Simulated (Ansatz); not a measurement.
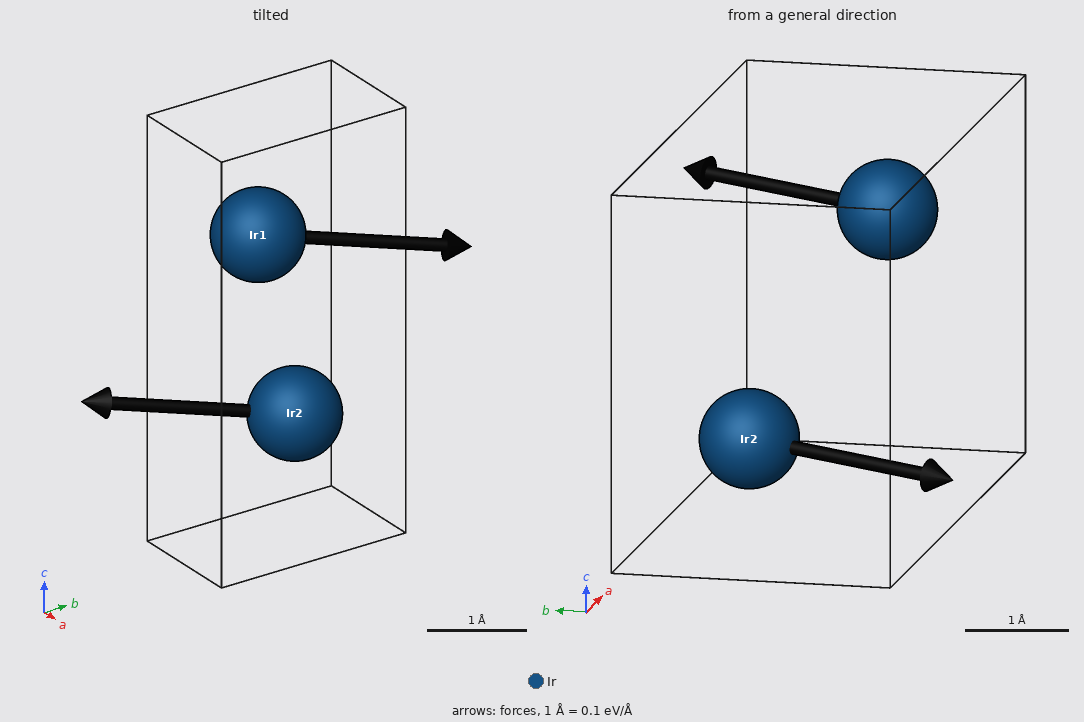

The figure gives a spheres-only picture of the atoms, viewed slightly off an axis and from a general direction. Lines trace the edges of the simulation cell. The arrows are the computed forces on the atoms.

System: Ir. The calculation used Ansatz 0.2.0, DFT PBEsol, scalar-relativistic, plane waves, PAW, with wavefunction cutoff 420 eV, k-point mesh 24×24×14, Gaussian smearing of 0.15 eV, no spin polarisation.

### Do the forces show a relaxed structure?

No. The atoms still feel forces of up to about 0.18 eV/Å, above a usual threshold of 0.01 to 0.03 eV/Å.

### Which atom is pushed hardest?

Ir1 and Ir2, about 0.18 eV/Å.

The structure was taken from a structure listed in the Materials Project. The cell was then strained or its atoms displaced on purpose. It was run through Ansatz as a DFT input.
